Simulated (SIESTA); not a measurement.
# A series of single points on TiCo

System: TiCo (2 atoms in the cell).
Method: Kohn-Sham DFT of a periodic cell, PBE, PseudoDojo 0.4 standard, converted to PSML, spin-polarised (SIESTA 5.4.2).

The 7 runs differ only in the geometry, by an even scaling of the cell at fixed fractional positions. The structure derives from a Materials Project entry.

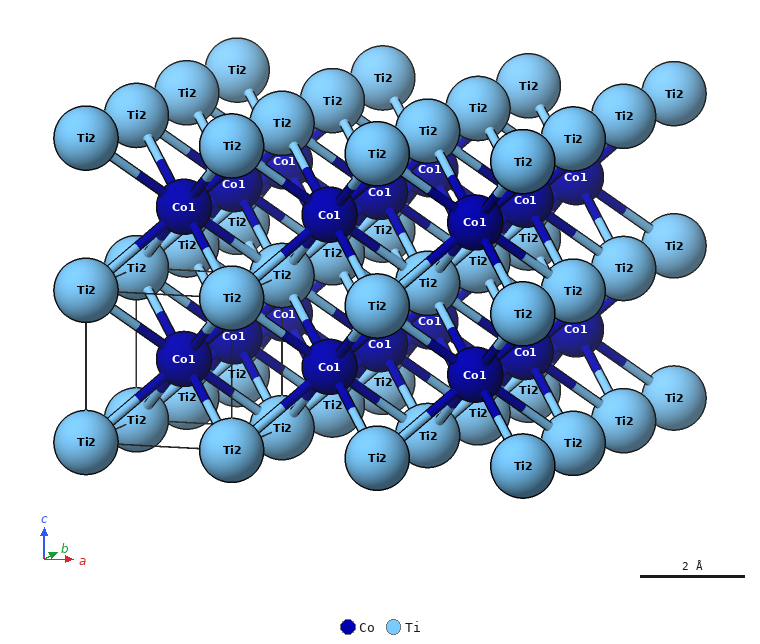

Figure 1. The structure of run 4 (ball-and-stick view of the cell of the calculation, repeated 3 × 3 × 2, seen slightly off an axis; atoms are numbered from 1 in the order of the input). An atom can appear more than once, as a periodic image.

**Input of run 4**
```
SystemName                      TiCo
SystemLabel                     TiCo
NumberOfSpecies                 2
NumberOfAtoms                   2
%block ChemicalSpeciesLabel
  1  27 Co
  2  22 Ti
%endblock ChemicalSpeciesLabel

LatticeConstant                 1.0 Ang
%block LatticeVectors
     2.9861109900     0.0000000000     0.0000000000
     0.0000000000     2.9861109900     0.0000000000
     0.0000000000     0.0000000000     2.9861109900
%endblock LatticeVectors
AtomicCoordinatesFormat         Fractional
%block AtomicCoordinatesAndAtomicSpecies
     0.5000000000     0.5000000000     0.5000000000  1  Co
     0.0000000000     0.0000000000     0.0000000000  2  Ti
%endblock AtomicCoordinatesAndAtomicSpecies

%block kgrid.MonkhorstPack
    9   0   0  0.0
    0   9   0  0.0
    0   0   9  0.0
%endblock kgrid.MonkhorstPack
XC.Functional                   GGA
XC.Authors                      PBE
PAO.BasisSize                   DZP
PAO.EnergyShift                 0.003 Ry
Mesh.Cutoff                     800 Ry
Spin                            polarized
%block DM.InitSpin
    1   2.000
    2   1.000
%endblock DM.InitSpin
OccupationFunction              FD
ElectronicTemperature           0.05 eV
MaxSCFIterations                200
SCF.MustConverge                false
SCF.Mixer.Method                Pulay
SCF.Mixer.Weight                0.1
SCF.Mixer.History               10
SCF.DM.Tolerance                5.0e-05
SCF.H.Tolerance                 1.0e-03 eV
WriteForces                     true
Charge.Mulliken                 end
Charge.Hirshfeld                end
Charge.Voronoi                  end
SaveRho                         true
SaveElectrostaticPotential      true
%block PAO.Basis
  Co 5
  n=3 0 2
    2.527 0.000
  n=4 0 2
    7.356 0.000
  n=3 1 2
    2.822 0.000
  n=4 1 1
    7.356
  n=3 2 2
    4.649 0.000
  Ti 5
  n=3 0 2
    3.144 0.000
  n=4 0 2
    8.756 0.000
  n=3 1 2
    3.568 0.000
  n=4 1 1
    8.756
  n=3 2 2
    6.267 0.000
%endblock PAO.Basis
```

Command:
```bash
siesta < TiCo.fdf > TiCo.out 2>&1
```

Run 5 has the same physical settings and fractional positions; its lattice vectors (Å) are:
```
   3.005887    0.000000    0.000000
   0.000000    3.005887    0.000000
   0.000000    0.000000    3.005887
```

**Results, with one run withheld**

| run | volume per atom (Å³) | free energy per atom, from the lowest run given (meV) | pressure (GPa) |
| --- | --- | --- | --- |
| 1 | 12.515 | 18.61 | 10.09 |
| 2 | 12.781 | 5.76 | 5.44 |
| 3 | 13.047 | 0.01 | 1.59 |
| 4 | 13.313 | 0.00 | −1.50 |
| 5 | 13.580 | ? | ? |
| 6 | 13.846 | 15.49 | −7.68 |
| 7 | 14.112 | 30.28 | −10.02 |

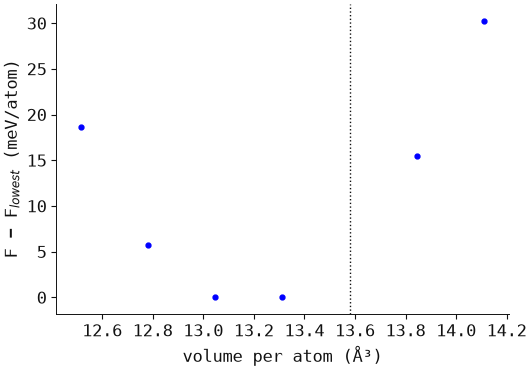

Figure 2. Free energy per atom of the runs given; the dotted line marks run 5.

Estimate the energy of run 5 from the others.

A cubic polynomial in V^(−2/3) (the Birch–Murnaghan form), fitted to the 6 runs given, misses them by at most 0.15 meV per atom. With x = V^(−2/3) − 0.17860 Å⁻², it reads F = −0.5878 − 616.14 x + 4.874e+05 x² + 2.9099e+05 x³ (meV per atom). At run 5 it gives 5.34 meV per atom, and the run itself gives 5.13. The slope of the fit gives a pressure −dF/dV of −4.77 GPa there, and the run prints −4.69 GPa. The two needn't agree exactly: the fit is approximate, and the printed stress is taken on a finite basis. The fit has its minimum at 13.179 Å³ per atom, where V d²F/dV² gives 169 GPa: the bulk modulus at this level, since symmetry fixes the shape and the positions.

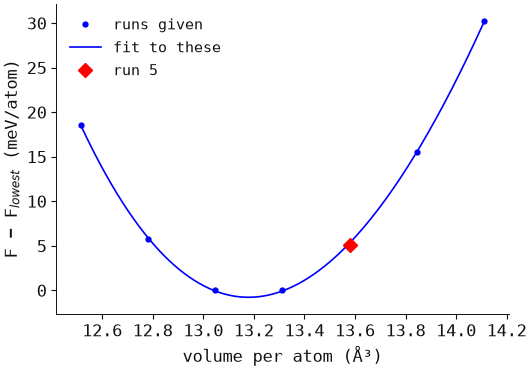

Figure 3. The fit and the withheld run.

**Some lines of the output (run 5)**
```
[...]
outcell: Cell volume (Ang**3)        :     27.1593
stepf: Fermi-Dirac step function
siesta: Etot    =     -5773.864117
siesta: FreeEng =     -5773.883378
        iscf     Eharris(eV)        E_KS(eV)     FreeEng(eV)     dDmax    Ef(eV) dHmax(eV)
siesta: E_KS(eV) =            -5779.6833
siesta: E_KS - E_eggbox =     -5779.6833
siesta: Etot    =     -5779.683300
siesta: FreeEng =     -5779.701096
siesta:         Fermi =      -6.510959
siesta: Cell volume =         27.159265 Ang**3
    Orbital volume contribution        =           2.365723 eV
```

Notes: Points of doubt noted for this run: mulliken charges of long orbitals. With a small basis of atomic orbitals these values can differ much from converged plane-wave results.
